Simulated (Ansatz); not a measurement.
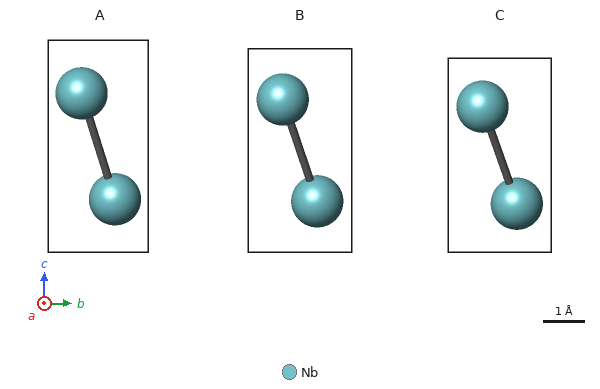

3 geometries from one relaxation of a crystal of Nb (a generated structure, set up in P6_3/mmc), in shuffled order. Style: ball-and-stick. Shown: the cell of the calculation, along the a axis.

Phase: hcp.

All numbers below come from DFT, r2SCAN, plane waves (500 eV) with PAW, scalar-relativistic (Ansatz). Settings: plane-wave cutoff 500 eV; k-point mesh 12 × 12 × 7; occupations fermi dirac; smearing width 0.05 eV; collinear spin; cell and atoms relaxed; force threshold 0.01 eV/Å; at most 60 steps.

### Order the frames from highest to lowest energy.

C, B, A. They are steps 0, 1, 6, at +0.156 eV per cell of the calculation, +86.4 meV per cell of the calculation relative to the last. Over 5 accepted moves (6 points after the start) the energy falls by 0.156 eV per cell of the calculation. All forces vanish by symmetry, so only the cell relaxes. Pressure: 5.60 GPa at the start and 0.00 GPa at the end. The SCF was repeated once at an unchanged geometry on a basis and grid sized afresh for the cell, which shifted the energy by 1.1 meV per cell of the calculation at most. The atoms keep their places relative to the cell (all moves are under 0.005 Å). The drawn cell changes as follows: a = b 2.940 → 2.861 Å (−2.7 %), c 4.802 → 5.240 Å (+9.1 %); the volume changes by +3.3 %. Among the contacts that change: Nb–Nb 2.940 → 3.097 Å, Nb–Nb 2.940 → 2.861 Å. The space group stays P6_3/mmc (No. 194). The program noted that the starting moments weren't kept.
